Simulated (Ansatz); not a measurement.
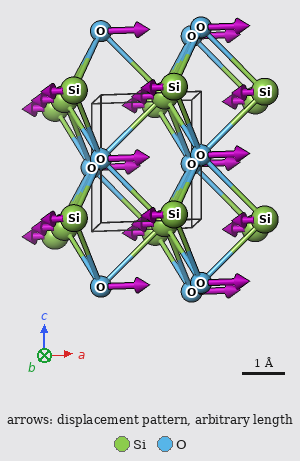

One vibrational mode of crystalline SiO (a generated structure) at the zone centre. The purple arrows are the displacements of the atoms (eigenvector over the root of the mass), of arbitrary overall length and sign. The picture is a ball-and-stick view of the cell of the calculation, seen from a free direction.

Theory: DFT PBEsol, scalar-relativistic, plane waves, PAW in Ansatz 0.2.0.

The input:
```yaml
crystal:
  lattice:
    - [2.6680129068, 0.0, 0.0]
    - [-1.3340064534, 2.3105669549, 0.0]
    - [0.0, 0.0, 3.0920349499]
  atoms:
    - { symbol: Si, position: [0.6666666667, 0.3333333333, 0.0] }
    - { symbol: O, position: [0.0, 0.0, 0.5] }
basis:
  ecutwfc: 420
kpoints:
  mp_grid: { grid: [18, 18, 16] }
hamiltonian:
  xc: pbesol
scf:
  occupations: { method: fermi_dirac, width: 0.15 }
output:
  eigenvalues: true
phonons:
  method: dfpt
  eigenvectors: true
  qmesh: [6, 6, 4]
  temperatures: { t_max: 1000, t_step: 100 }
  qpath:
    path:
      - [[0.0, 0.0, 0.0], [0.5, 0.0, 0.0], [0.33333333, 0.33333333, 0.0], [0.0, 0.0, 0.0], [0.0, 0.0, 0.5], [0.5, 0.0, 0.5], [0.33333333, 0.33333333, 0.5], [0.0, 0.0, 0.5]]
      - [[0.5, 0.0, 0.5], [0.5, 0.0, 0.0]]
      - [[0.33333333, 0.33333333, 0.5], [0.33333333, 0.33333333, 0.0]]
    npoints: 8
```

Command:
```bash
ansatz run input.yaml --threads 2 --pin off --max-ram 7168MiB --backend cpu --events-out ev --progress --plain --runs-dir out
```

The frequencies depend somewhat on the k-mesh and the smearing.

Q: Give the symmetry, activity and frequency of this mode.

A: This is the E′ mode (doubly degenerate; one member of the set is drawn) at 8.79i THz, the highest optical level, infrared- and Raman-active by symmetry. The O sublattice moves against the Si sublattice, along a; the kinetic energy is shared as O 64 %, Si 36 %. The crystal is a metal, so free carriers screen the infrared response. The frequency is imaginary, so the structure is unstable against this distortion. Freezing in the drawn pattern lowers the space group from P-6m2 to Pm (No. 6).
